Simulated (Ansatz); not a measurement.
# BN: a changed input and its effect

System: BN (P6₃/mmc, 4 atoms in the cell).
Method of run 1: DFT, PBE, plane waves, PAW, no spin polarisation (Ansatz 0.2.0).

The structure derives from an entry of the Crystallography Open Database. The geometry comes from this level: r2scan-rvv10 (a point of a series of volumes). Text and figures count atoms from 1; the logs count them from 0 in places.

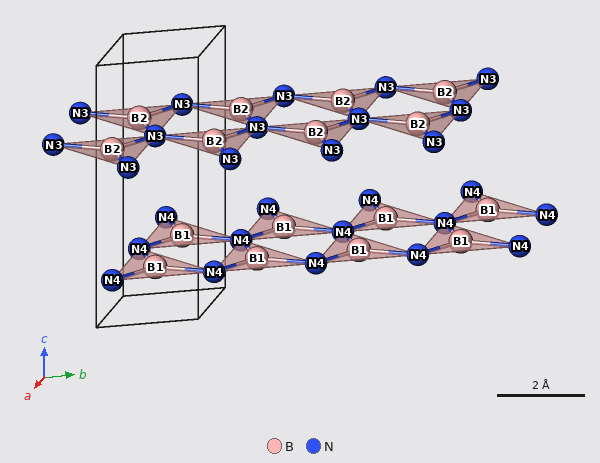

The structure as given in the input (polyhedral view of the cell of the calculation, repeated 2 × 4 × 1, seen at an oblique angle; polyhedra are completed across the faces of the cell; atoms are numbered from 1 in the order of the input).

The input, run 1:
```yaml
crystal:
  lattice:
    - [2.4320387713, 0.0, 0.0]
    - [-1.2160193856, 2.1062073589, 0.0]
    - [0.0, 0.0, 6.3448165871]
  atoms:
    - { symbol: B, position: [0.3333333333, 0.6666666667, 0.25] }
    - { symbol: B, position: [0.6666666667, 0.3333333333, 0.75] }
    - { symbol: "N", position: [0.3333333333, 0.6666666667, 0.75] }
    - { symbol: "N", position: [0.6666666667, 0.3333333333, 0.25] }
kpoints:
  mp_grid: { grid: [6, 6, 2] }
hamiltonian:
  xc: pbe
scf:
  occupations: { method: fermi_dirac, width: 0.02 }
  n_extra_bands: 5
output:
  forces: true
  stress: true
  eigenvalues: true
basis:
  ecutwfc: 260
```

Launched with:
```bash
ansatz run input.yaml --threads 2 --pin off --max-ram 3686MiB --backend cpu --events-out ev --progress --plain --runs-dir out
```

Hardware: 2 threads of Intel Xeon (Granite Rapids), 192 GiB of memory available, shared host.

Output, shortened to warnings, some set-up lines, iterations and results (run 1):
```
Warning: basis.ecutwfc = 260 eV is below the records' recommended 420 eV, and the density's cutoff is lower with it unless basis.ecutrho_ratio is high enough to keep the records' density cutoff: compare with a run at a higher cutoff
Basis set: ecut = 260 eV, 311 PW (Γ), exchange–correlation on 30×30×72 points (8 copies of the dense FFT grid, shifted against one another)
Symmetry: 24 space group operations
k-points: 14 of 72
Initial density: superposition of atomic densities (neutral atoms: chi_scale 0, normalization atom), corrected by the library's trained network
[...]
SCF iter   1: F=—  HF=-1082.493778 eV  |F-HF|=—  |Δ(HF+E_count)|=         —  Δρ=2.75e-2  dr2=7.66e-2  ethr=1.77e-3  ⟨swp⟩=5.8  Hψ=1061  notcnv=0
SCF iter   2: F=—  HF=-1082.486478 eV  |F-HF|=—  |Δ(HF+E_count)|=   7.30e-3  Δρ=1.09e-2  dr2=7.03e-3  ethr=4.79e-4  ⟨swp⟩=3.0  Hψ=451  notcnv=0  defer=14
SCF iter   3: F=—  HF=-1082.491474 eV  |F-HF|=—  |Δ(HF+E_count)|=   5.00e-3  Δρ=2.19e-3  dr2=2.87e-4  ethr=4.39e-5  ⟨swp⟩=2.4  Hψ=319  notcnv=0  defer=14
SCF iter   4: F=—  HF=-1082.491917 eV  |F-HF|=—  |Δ(HF+E_count)|=   4.42e-4  Δρ=1.32e-4  dr2=1.95e-6  ethr=1.80e-6  ⟨swp⟩=2.4  Hψ=291  notcnv=0  defer=14
SCF iter   5: F=—  HF=-1082.491788 eV  |F-HF|=—  |Δ(HF+E_count)|=   1.28e-4  Δρ=1.29e-5  dr2=2.92e-8  ethr=6.25e-10  ⟨swp⟩=7.2  Hψ=1018  notcnv=0
SCF iter   6: F=-1082.491788 eV  HF=-1082.491788 eV  |F-HF|=2.00e-9  |Δ(HF+E_count)|=   1.20e-7  Δρ=1.91e-6  dr2=4.48e-10  ethr=1.83e-10  ⟨swp⟩=2.6  Hψ=669  notcnv=0
SCF 1 converged in 6 iterations: F = -1082.491788 eV  dr2 = 4.48e-10
SCF converged after 6 iterations
Free energy (F): -1082.491788 eV
Harris-Foulkes:  -1082.491788 eV  (|F-HF|=2.00e-9)
Internal energy: -1082.491788 eV  (E = F + TS)
E sigma→0 (E₀):  -1082.491788 eV
Fermi energy:    7.985927 eV
--- Per-component energies (eV) ---
  E_band       = -24.708218
  E_kinetic    = 382.064072
  E_local      = -660.787245  (includes V_loc(G=0)·N_el)
  E_nonlocal   = 110.545749
  E_hartree    = 211.230928
  E_xc         = -189.064385
  E_vxc        = -234.837299  (∫ρ·V_xc dr)
  E_paw        = -412.118364  (= ΣΔE_a)
  E_vpaw       = -44.158206  (= ΣTr[D̂ρ^β])
  E_aug_tail   = 0.002918  (compensation charges beyond the density's cutoff)
  E_ewald      = -524.365462
  E_smearing   = -0.000000  (= −TS)
  E_closure    = -0.000000  (closes the sum)
  Σ components = -1082.491788   (vs F -1082.491788, Δ=0.00e0)
--- Forces (eV/Å), atoms counted from 1 ---
  atom   1  B      0.00000000    -0.00000000     0.00000000
  atom   2  B     -0.00000000     0.00000000     0.00000000
  atom   3  N      0.00000000    -0.00000000     0.00000000
  atom   4  N     -0.00000000     0.00000000     0.00000000
  max |Σ_I F_I| component: 2.36e-16 eV/Å
--- Stress (GPa, compression-positive) ---
       52.378394      -0.000000       0.000000
       -0.000000      52.378394       0.000000
        0.000000       0.000000       3.136139
  P = ⅓ Tr σ = 35.9643 GPa (359.643 kbar)
```

For run 2 the input was changed thus:
```diff
-    - [2.4320387713, 0.0, 0.0]
-    - [-1.2160193856, 2.1062073589, 0.0]
-    - [0.0, 0.0, 6.3448165871]
+    - [2.5334888548, 0.0, 0.0]
+    - [-1.2667444274, 2.1940657085, 0.0]
+    - [0.0, 0.0, 6.6094843138]
```

What does this change do to the results?

With the same functional and potentials, run 2 lies 111.4 meV per atom lower. The gap on the mesh goes from 4.37 to 4.19 eV. The pressure goes from 35.96 to 0.21 GPa. The volume per atom goes from 8.13 to 9.18 Å³. The SCF takes 7 iterations against 6. The plane waves at Γ go from 311 to 359.

Output, shortened to warnings, some set-up lines, iterations and results (run 2):
```
Warning: basis.ecutwfc = 260 eV is below the records' recommended 420 eV, and the density's cutoff is lower with it unless basis.ecutrho_ratio is high enough to keep the records' density cutoff: compare with a run at a higher cutoff
Basis set: ecut = 260 eV, 359 PW (Γ), exchange–correlation on 30×30×72 points (8 copies of the dense FFT grid, shifted against one another)
Symmetry: 24 space group operations
k-points: 14 of 72
Initial density: superposition of atomic densities (neutral atoms: chi_scale 0, normalization atom), corrected by the library's trained network
[...]
SCF iter   1: F=—  HF=-1082.938558 eV  |F-HF|=—  |Δ(HF+E_count)|=         —  Δρ=2.53e-2  dr2=8.13e-2  ethr=1.77e-3  ⟨swp⟩=5.7  Hψ=1038  notcnv=0
SCF iter   2: F=—  HF=-1082.932987 eV  |F-HF|=—  |Δ(HF+E_count)|=   5.57e-3  Δρ=1.02e-2  dr2=1.46e-2  ethr=5.08e-4  ⟨swp⟩=2.1  Hψ=431  notcnv=0  defer=14
SCF iter   3: F=—  HF=-1082.935278 eV  |F-HF|=—  |Δ(HF+E_count)|=   2.29e-3  Δρ=5.14e-3  dr2=1.57e-3  ethr=9.11e-5  ⟨swp⟩=2.2  Hψ=309  notcnv=0  defer=14
SCF iter   4: F=—  HF=-1082.937272 eV  |F-HF|=—  |Δ(HF+E_count)|=   1.99e-3  Δρ=1.54e-3  dr2=1.40e-4  ethr=9.84e-6  ⟨swp⟩=2.8  Hψ=330  notcnv=0  defer=14
SCF iter   5: F=—  HF=-1082.937482 eV  |F-HF|=—  |Δ(HF+E_count)|=   2.10e-4  Δρ=2.27e-4  dr2=2.93e-6  ethr=8.75e-7  ⟨swp⟩=2.9  Hψ=284  notcnv=0  defer=14
SCF iter   6: F=—  HF=-1082.937372 eV  |F-HF|=—  |Δ(HF+E_count)|=   1.10e-4  Δρ=2.18e-5  dr2=4.89e-8  ethr=6.25e-10  ⟨swp⟩=7.1  Hψ=1058  notcnv=0
SCF iter   7: F=-1082.937372 eV  HF=-1082.937372 eV  |F-HF|=1.38e-8  |Δ(HF+E_count)|=   1.59e-7  Δρ=3.55e-6  dr2=2.03e-9  ethr=3.05e-10  ⟨swp⟩=2.6  Hψ=649  notcnv=0
SCF 1 converged in 7 iterations: F = -1082.937372 eV  dr2 = 2.03e-9
SCF converged after 7 iterations
Free energy (F): -1082.937372 eV
Harris-Foulkes:  -1082.937372 eV  (|F-HF|=1.38e-8)
Internal energy: -1082.937372 eV  (E = F + TS)
E sigma→0 (E₀):  -1082.937372 eV
Fermi energy:    6.746191 eV
--- Per-component energies (eV) ---
  E_band       = -39.266439
  E_kinetic    = 368.701782
  E_local      = -676.891535  (includes V_loc(G=0)·N_el)
  E_nonlocal   = 108.147259
  E_hartree    = 216.948255
  E_xc         = -185.717479
  E_vxc        = -230.482033  (∫ρ·V_xc dr)
  E_paw        = -410.760490  (= ΣΔE_a)
  E_vpaw       = -42.641286  (= ΣTr[D̂ρ^β])
  E_aug_tail   = 0.002803  (compensation charges beyond the density's cutoff)
  E_ewald      = -503.367967
  E_smearing   = -0.000000  (= −TS)
  E_closure    = -0.000000  (closes the sum)
  Σ components = -1082.937372   (vs F -1082.937372, Δ=0.00e0)
--- Forces (eV/Å), atoms counted from 1 ---
  atom   1  B      0.00000000    -0.00000000     0.00000000
  atom   2  B      0.00000000     0.00000000     0.00000000
  atom   3  N     -0.00000000    -0.00000000     0.00000000
  atom   4  N     -0.00000000     0.00000000     0.00000000
  max |Σ_I F_I| component: 7.40e-17 eV/Å
--- Stress (GPa, compression-positive) ---
       -1.066354      -0.000000       0.000000
       -0.000000      -1.066354       0.000000
        0.000000       0.000000       2.772480
  P = ⅓ Tr σ = 0.2133 GPa (2.133 kbar)
```

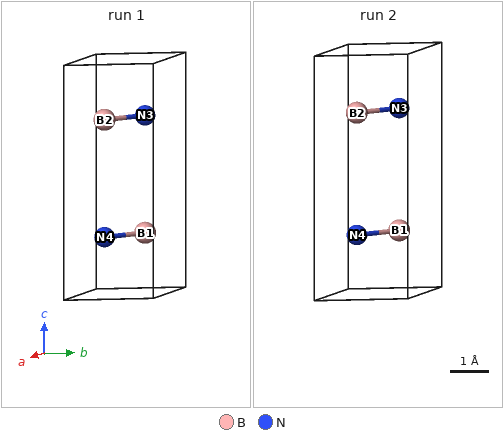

The two input geometries at one scale (ball-and-stick view of the cell of the calculation, seen slightly off an axis). The atoms keep their places relative to the cell (all moves are under 0.005 Å). Cell: a = b 2.432 → 2.533 Å (+4.2 %), c 6.345 → 6.609 Å (+4.2 %). Volume +13.0 %. Among the contacts that change: B1–N4 1.404 → 1.463 Å.

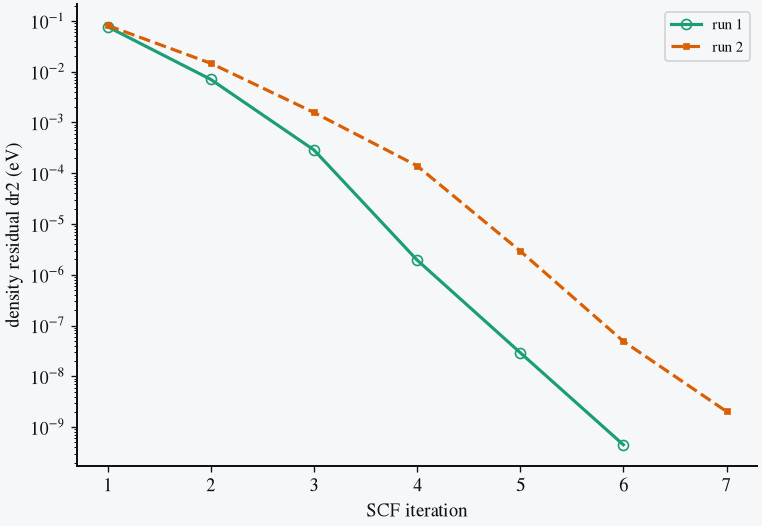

Convergence of the two runs: density residual dr2 against the SCF iteration. Run 1 takes 6 iterations in all, and run 2 takes 7.

The two runs side by side:

```tsv
quantity	run 1	run 2
outcome	converged	converged
free energy per atom (eV)	−270.6229	−270.7343
gap on the mesh (eV)	4.37	4.19
pressure (GPa)	35.96	0.21
volume per atom (Å³)	8.13	9.18
largest force (eV/Å)	0.000	0.000
SCF iterations	6	7
irreducible k-points	14	14
plane waves at Γ	311	359
```

For both runs: Warnings: the cutoff is below the recommended one.
